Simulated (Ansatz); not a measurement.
## Run report: InSb, geometry relaxation (part 3 of 3)

InSb (slab, 12 atoms in the cell); DFT PBE+D3(BJ), scalar-relativistic, plane waves, PAW, no spin polarisation (Ansatz 0.2.0); cutoff 420 eV, 2×3×1 k-mesh, Gaussian smearing of 0.1 eV. The structure derives from an entry of the Crystallography Open Database. The input holds or restrains some coordinates. Forces given for the steps count only the free coordinates. It belongs to a series of runs on one base structure; here: clean slab, lower planes held.

Geometry of the input (Å; fractional positions):
```
9.2586  0.0000  0.0000
0.0000  6.5469  0.0000
0.0000  0.0000  20.6293
In 0.2500  0.5000  0.3878
In 0.7500  0.5000  0.3878
Sb 0.5000  0.2500  0.3878
Sb 0.0000  0.2500  0.3878
In 0.5000  0.0000  0.5000
In 0.0000  0.0000  0.5000
Sb 0.7500  0.7500  0.5000
Sb 0.2500  0.7500  0.5000
In 0.7500  0.5000  0.6122
In 0.2500  0.5000  0.6122
Sb 0.0000  0.2500  0.6122
Sb 0.5000  0.2500  0.6122
```

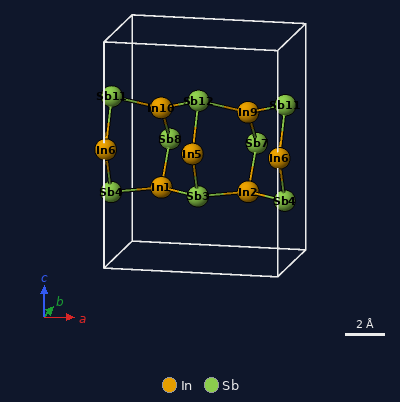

**Figure 1.** The geometry at step 4 of the log (ball-and-stick view of the cell of the calculation, with the vacuum cut short, seen slightly off an axis; atoms are numbered from 1 in the order of the input).

### Output, continued
```
  k-point 0: bands = ["-29.1597", "-29.1596", "-29.1474", "-29.1472", "-29.1373", "-29.1369", "-29.1178", "-29.1162", "-29.1144", "-29.1140", "-28.8653", "-28.8641", "-28.8518", "-28.8515", "-28.8315", "-28.8310", "-28.8205", "-28.8204", "-28.8093", "-28.8088", "-28.7920", "-28.7918", "-28.7914", "-28.7905", "-28.7092", "-28.7090", "-28.6955", "-28.6951", "-28.6720", "-28.6716", "-15.2755", "-15.2674", "-15.2393", "-15.2276", "-15.2237", "-15.2197", "-15.1988", "-15.1912", "-15.1875", "-15.1739", "-15.1703", "-15.1630", "-15.1450", "-15.1174", "-15.1056", "-15.1044", "-15.0984", "-15.0914", "-15.0875", "-15.0664", "-15.0114", "-14.9957", "-14.9832", "-14.9656", "-14.9614", "-14.9519", "-14.9336", "-14.9267", "-14.9250", "-14.9187", "-10.5139", "-9.5808", "-9.5194", "-9.2270", "-9.0481", "-8.8787", "-5.8682", "-5.8213", "-5.5918", "-5.4959", "-4.5524", "-3.7122", "-3.2762", "-2.6800", "-2.2740", "-2.2237", "-2.2083", "-2.0835", "-1.8747", "-1.7347", "-1.3645", "-1.3401", "-1.0400", "-0.5763", "-0.2863", "-0.0621", "0.3511", "0.6325", "1.1108", "1.2444", "1.4500", "1.6918", "1.9412", "2.1511", "2.2575", "2.7128", "3.0117", "3.0293", "3.3926", "3.5366", "3.6085"]
  k-point 1: bands = ["-29.1597", "-29.1596", "-29.1474", "-29.1472", "-29.1373", "-29.1369", "-29.1178", "-29.1162", "-29.1144", "-29.1140", "-28.8653", "-28.8641", "-28.8518", "-28.8515", "-28.8315", "-28.8310", "-28.8205", "-28.8204", "-28.8093", "-28.8088", "-28.7920", "-28.7918", "-28.7914", "-28.7905", "-28.7092", "-28.7090", "-28.6955", "-28.6951", "-28.6720", "-28.6716", "-15.2774", "-15.2647", "-15.2392", "-15.2278", "-15.2237", "-15.2195", "-15.1988", "-15.1908", "-15.1881", "-15.1736", "-15.1702", "-15.1628", "-15.1442", "-15.1153", "-15.1041", "-15.1041", "-15.0979", "-15.0901", "-15.0877", "-15.0660", "-15.0134", "-15.0004", "-14.9841", "-14.9680", "-14.9618", "-14.9535", "-14.9339", "-14.9263", "-14.9242", "-14.9184", "-10.2500", "-9.6140", "-9.4531", "-9.4489", "-9.1930", "-8.8663", "-6.0018", "-5.7460", "-5.6165", "-5.4897", "-4.8609", "-3.9807", "-2.7332", "-2.6592", "-2.6208", "-2.2650", "-2.2278", "-1.9200", "-1.5297", "-1.3387", "-1.3192", "-1.2108", "-1.0884", "-1.0529", "-0.4007", "-0.0152", "0.6478", "0.9244", "1.0697", "1.3242", "1.6110", "1.6240", "1.9166", "2.1381", "2.5695", "3.0428", "3.3422", "3.4104", "3.5533", "3.6314", "3.9392"]
  k-point 2: bands = ["-29.1597", "-29.1597", "-29.1473", "-29.1473", "-29.1371", "-29.1371", "-29.1170", "-29.1170", "-29.1142", "-29.1142", "-28.8647", "-28.8647", "-28.8516", "-28.8516", "-28.8312", "-28.8312", "-28.8204", "-28.8204", "-28.8091", "-28.8091", "-28.7918", "-28.7918", "-28.7911", "-28.7911", "-28.7091", "-28.7091", "-28.6953", "-28.6953", "-28.6718", "-28.6718", "-15.2713", "-15.2713", "-15.2339", "-15.2339", "-15.2222", "-15.2222", "-15.1911", "-15.1911", "-15.1820", "-15.1820", "-15.1685", "-15.1685", "-15.1308", "-15.1308", "-15.1028", "-15.1028", "-15.0970", "-15.0970", "-15.0779", "-15.0779", "-15.0017", "-15.0017", "-14.9768", "-14.9768", "-14.9558", "-14.9558", "-14.9303", "-14.9303", "-14.9218", "-14.9218", "-10.1777", "-10.1777", "-9.2992", "-9.2992", "-8.9548", "-8.9548", "-5.9299", "-5.9299", "-5.0484", "-5.0484", "-4.1736", "-4.1736", "-3.2112", "-3.2112", "-2.4940", "-2.4940", "-2.1998", "-2.1998", "-2.1493", "-2.1493", "-1.4115", "-1.4115", "-1.1727", "-1.1727", "0.1418", "0.1418", "1.0780", "1.0780", "1.4987", "1.4987", "1.7815", "1.7815", "2.0185", "2.0185", "2.7732", "2.7732", "3.1841", "3.1841", "3.4479", "3.4479", "4.0482"]
  k-point 3: bands = ["-29.1597", "-29.1597", "-29.1473", "-29.1473", "-29.1371", "-29.1371", "-29.1170", "-29.1170", "-29.1142", "-29.1142", "-28.8647", "-28.8647", "-28.8516", "-28.8516", "-28.8312", "-28.8312", "-28.8204", "-28.8204", "-28.8091", "-28.8091", "-28.7918", "-28.7918", "-28.7911", "-28.7911", "-28.7091", "-28.7091", "-28.6953", "-28.6953", "-28.6718", "-28.6718", "-15.2710", "-15.2710", "-15.2339", "-15.2339", "-15.2220", "-15.2220", "-15.1912", "-15.1912", "-15.1819", "-15.1819", "-15.1684", "-15.1684", "-15.1299", "-15.1299", "-15.1010", "-15.1010", "-15.0958", "-15.0958", "-15.0777", "-15.0777", "-15.0045", "-15.0045", "-14.9791", "-14.9791", "-14.9571", "-14.9571", "-14.9302", "-14.9302", "-14.9213", "-14.9213", "-9.9434", "-9.9434", "-9.3710", "-9.3710", "-9.2056", "-9.2056", "-5.6326", "-5.6326", "-5.1285", "-5.1285", "-4.7479", "-4.7479", "-2.8453", "-2.8453", "-2.8046", "-2.8046", "-2.1225", "-2.1225", "-1.7739", "-1.7739", "-1.4929", "-1.4929", "-1.0680", "-1.0680", "0.2395", "0.2395", "1.0055", "1.0055", "1.4568", "1.4568", "1.8725", "1.8725", "2.6103", "2.6103", "3.1183", "3.1183", "3.3218", "3.3218", "3.5727", "3.5727", "3.9464"]
--- Relaxed structure (7 steps of the walk, 7 accepted, 0 SCFs on fresh bases) ---
  F+E_penalty+E_count = -72494.38840860 eV   max|allowed force component| = 1.802e-2 eV/Å
  atoms:
    - { symbol: In, position: [0.25, 0.5, 0.38779752] }
    - { symbol: In, position: [0.75, 0.5, 0.38779752] }
    - { symbol: Sb, position: [0.5, 0.25, 0.38779752] }
    - { symbol: Sb, position: [0.0, 0.25, 0.38779752] }
    - { symbol: In, position: [0.5, 0.07290889904175439, 0.5147224086736382] }
    - { symbol: In, position: [0.0, 0.07290889904175439, 0.5147224086736382] }
    - { symbol: Sb, position: [0.75, 0.8194449878597213, 0.48744108093406857] }
    - { symbol: Sb, position: [0.25, 0.8194449878597213, 0.48744108093406857] }
    - { symbol: In, position: [0.75, 0.49824377843111334, 0.581873189589639] }
    - { symbol: In, position: [0.25, 0.49824377843111334, 0.581873189589639] }
    - { symbol: Sb, position: [3.1202136856072503e-35, 0.2996445819152877, 0.6324912265850254] }
    - { symbol: Sb, position: [0.5, 0.2996445819152877, 0.6324912265850254] }
```

### Trajectory as extended XYZ (Å, eV, eV/Å), 7 frames, from step=1 to step=7
```
12
Lattice="9.2586 0.0000 0.0000 0.0000 6.5469 0.0000 0.0000 0.0000 20.6293" Properties=species:S:1:pos:R:3:forces:R:3 step=1 energy=-72492.84327
In    2.3147    3.2734    8.0000    0.0000  -0.5644   0.3943
In    6.9440    3.2734    8.0000    0.0000  -0.5644   0.3943
Sb    4.6293    1.6367    8.0000    0.0000   0.1038  -0.8360
Sb    0.0000    1.6367    8.0000    0.0000   0.1038  -0.8360
In    4.6293    0.0000   10.3147    0.0000   0.3931   0.0000
In    0.0000    0.0000   10.3147    0.0000   0.3931   0.0000
Sb    6.9440    4.9101   10.3147    0.0000   0.5279   0.0000
Sb    2.3147    4.9101   10.3147    0.0000   0.5279   0.0000
In    6.9440    3.2734   12.6293    0.0000  -0.5644  -0.3943
In    2.3147    3.2734   12.6293    0.0000  -0.5644  -0.3943
Sb    0.0000    1.6367   12.6293    0.0000   0.1037   0.8360
Sb    4.6293    1.6367   12.6293    0.0000   0.1037   0.8360
12
Lattice="9.2586 0.0000 0.0000 0.0000 6.5469 0.0000 0.0000 0.0000 20.6293" Properties=species:S:1:pos:R:3:forces:R:3 step=2 energy=-72493.50517
In    2.3147    3.2734    8.0000    0.0000  -0.4089   0.7572
In    6.9440    3.2734    8.0000    0.0000  -0.4089   0.7572
Sb    4.6293    1.6367    8.0000    0.0000   0.1159  -1.0629
Sb    0.0000    1.6367    8.0000    0.0000   0.1159  -1.0629
In    4.6293    0.1140   10.3592    0.0000   0.4645   0.3494
In    0.0000    0.1140   10.3592    0.0000   0.4645   0.3494
Sb    6.9440    5.0197   10.3068    0.0000   0.1665  -0.0442
Sb    2.3147    5.0197   10.3068    0.0000   0.1665  -0.0442
In    6.9440    3.1718   12.5265    0.0000  -0.2404  -0.5983
In    2.3147    3.1718   12.5265    0.0000  -0.2404  -0.5983
Sb    0.0000    1.6137   12.8229    0.0000  -0.0975   0.5992
Sb    4.6293    1.6137   12.8229    0.0000  -0.0975   0.5992
12
Lattice="9.2586 0.0000 0.0000 0.0000 6.5469 0.0000 0.0000 0.0000 20.6293" Properties=species:S:1:pos:R:3:forces:R:3 step=3 energy=-72494.07127
In    2.3147    3.2734    8.0000    0.0000  -0.2598   0.9046
In    6.9440    3.2734    8.0000    0.0000  -0.2598   0.9046
Sb    4.6293    1.6367    8.0000    0.0000   0.0299  -1.0137
Sb    0.0000    1.6367    8.0000    0.0000   0.0299  -1.0137
In    4.6293    0.2398   10.4484    0.0000   0.3030   0.4369
In    0.0000    0.2398   10.4484    0.0000   0.3030   0.4369
Sb    6.9440    5.1091   10.2669    0.0000   0.0285  -0.1047
Sb    2.3147    5.1091   10.2669    0.0000   0.0285  -0.1047
In    6.9440    3.0882   12.3502    0.0000  -0.1121  -0.3930
In    2.3147    3.0882   12.3502    0.0000  -0.1121  -0.3930
Sb    0.0000    1.6054   13.0061    0.0000   0.0099   0.1698
Sb    4.6293    1.6054   13.0061    0.0000   0.0099   0.1698
12
Lattice="9.2586 0.0000 0.0000 0.0000 6.5469 0.0000 0.0000 0.0000 20.6293" Properties=species:S:1:pos:R:3:forces:R:3 step=4 energy=-72494.27002
In    2.3147    3.2734    8.0000    0.0000  -0.1865   0.8031
In    6.9440    3.2734    8.0000    0.0000  -0.1865   0.8031
Sb    4.6293    1.6367    8.0000    0.0000   0.1239  -0.8836
Sb    0.0000    1.6367    8.0000    0.0000   0.1239  -0.8836
In    4.6293    0.3801   10.5344    0.0000   0.2110   0.3247
In    0.0000    0.3801   10.5344    0.0000   0.2110   0.3247
Sb    6.9440    5.2613   10.1494    0.0000  -0.0928   0.0810
Sb    2.3147    5.2613   10.1494    0.0000  -0.0928   0.0810
In    6.9440    3.2337   12.2451    0.0000  -0.0545  -0.3593
In    2.3147    3.2337   12.2451    0.0000  -0.0545  -0.3593
Sb    0.0000    1.7989   13.0566    0.0000  -0.0013   0.0338
Sb    4.6293    1.7989   13.0566    0.0000  -0.0013   0.0338
12
Lattice="9.2586 0.0000 0.0000 0.0000 6.5469 0.0000 0.0000 0.0000 20.6293" Properties=species:S:1:pos:R:3:forces:R:3 step=5 energy=-72494.37118
In    2.3147    3.2734    8.0000    0.0000  -0.0825   0.7717
In    6.9440    3.2734    8.0000    0.0000  -0.0825   0.7717
Sb    4.6293    1.6367    8.0000    0.0000   0.0750  -0.7182
Sb    0.0000    1.6367    8.0000    0.0000   0.0750  -0.7182
In    4.6293    0.4526   10.5987    0.0000  -0.0159   0.1195
In    0.0000    0.4526   10.5987    0.0000  -0.0159   0.1195
Sb    6.9440    5.3195   10.1127    0.0000  -0.0898  -0.0263
Sb    2.3147    5.3195   10.1127    0.0000  -0.0898  -0.0263
In    6.9440    3.1789   12.0587    0.0000   0.0574  -0.0163
In    2.3147    3.1789   12.0587    0.0000   0.0574  -0.0163
Sb    0.0000    1.8538   13.0941    0.0000   0.0561  -0.1304
Sb    4.6293    1.8538   13.0941    0.0000   0.0561  -0.1304
12
Lattice="9.2586 0.0000 0.0000 0.0000 6.5469 0.0000 0.0000 0.0000 20.6293" Properties=species:S:1:pos:R:3:forces:R:3 step=6 energy=-72494.38628
In    2.3147    3.2734    8.0000    0.0000  -0.1081   0.6995
In    6.9440    3.2734    8.0000    0.0000  -0.1081   0.6995
Sb    4.6293    1.6367    8.0000    0.0000   0.1259  -0.6799
Sb    0.0000    1.6367    8.0000    0.0000   0.1259  -0.6799
In    4.6293    0.4830   10.6213    0.0000  -0.0031   0.0285
In    0.0000    0.4830   10.6213    0.0000  -0.0031   0.0285
Sb    6.9440    5.3689   10.0595    0.0000  -0.0522   0.0313
Sb    2.3147    5.3689   10.0595    0.0000  -0.0522   0.0313
In    6.9440    3.2625   12.0196    0.0000   0.0039  -0.0156
In    2.3147    3.2625   12.0196    0.0000   0.0039  -0.0156
Sb    0.0000    1.9465   13.0683    0.0000   0.0335  -0.0639
Sb    4.6293    1.9465   13.0683    0.0000   0.0335  -0.0639
12
Lattice="9.2586 0.0000 0.0000 0.0000 6.5469 0.0000 0.0000 0.0000 20.6293" Properties=species:S:1:pos:R:3:forces:R:3 step=7 energy=-72494.38841
In    2.3147    3.2734    8.0000    0.0000  -0.1263   0.6844
In    6.9440    3.2734    8.0000    0.0000  -0.1263   0.6844
Sb    4.6293    1.6367    8.0000    0.0000   0.1314  -0.6928
Sb    0.0000    1.6367    8.0000    0.0000   0.1314  -0.6928
In    4.6293    0.4773   10.6184    0.0000  -0.0100   0.0088
In    0.0000    0.4773   10.6184    0.0000  -0.0100   0.0088
Sb    6.9440    5.3648   10.0556    0.0000  -0.0013   0.0135
Sb    2.3147    5.3648   10.0556    0.0000  -0.0013   0.0135
In    6.9440    3.2619   12.0037    0.0000   0.0162  -0.0180
In    2.3147    3.2619   12.0037    0.0000   0.0162  -0.0180
Sb    0.0000    1.9617   13.0479    0.0000  -0.0099   0.0041
Sb    4.6293    1.9617   13.0479    0.0000  -0.0099   0.0041
```

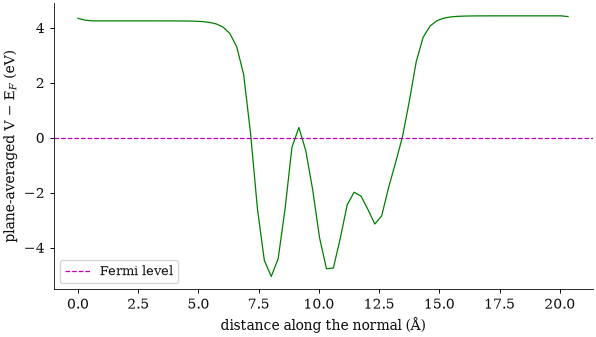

**Figure 2.** Plane average of the electrostatic potential energy of an electron across the cell, from the Fermi level. The vacuum level lies 4.44 eV above the Fermi level on the upper side and 4.25 eV on the lower.

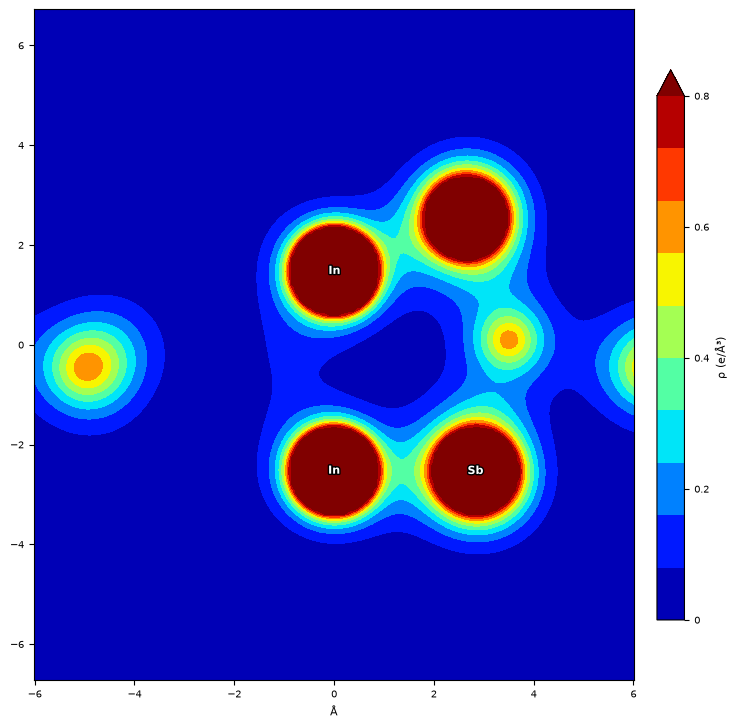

**Figure 3.** Valence electron density on the (110) plane of the calculation cell, a cut from vacuum to vacuum. In–Sb (2.83 Å): the density is about 0.34 e/Å³ at the midpoint. The density dies away to nearly zero in the vacuum. The fields are those of the smooth PAW valence density.

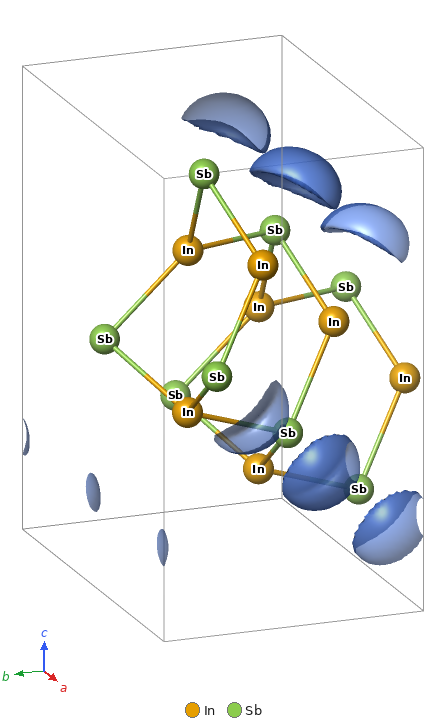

**Figure 4.** Isosurface of the ELF at 0.75 (blue), seen at an oblique angle. Only the valence region is drawn (cores and ρ < 0.01 e/Å³ removed). Sticks mark near contacts. Profiles from the grid: In–Sb (2.83 Å): the ELF is about 0.60 at the midpoint. In–Sb (2.90 Å): the ELF peaks at about 0.65 between the atoms.

### Key numbers

- outcome: converged under the restraints of the input
- electrons treated: 168
- free energy: −72494.3884 eV
- work function, top face: 4.44 eV
- work function, bottom face: 4.25 eV
- Fermi energy: −0.503 eV
- gap on the k-point mesh: 0.18 eV
- final volume: 1250.45 Å³
- work function (upper face): 4.44 eV
- largest force (length of the vector) at the end, held atoms and coordinates included: 0.705 eV/Å
- wall time: 94 s (CPU time 5.1 min)
- peak memory: 2.3 GiB

### Remarks

Warnings of the run: the exchange-correlation potential is rough where the density is thin.
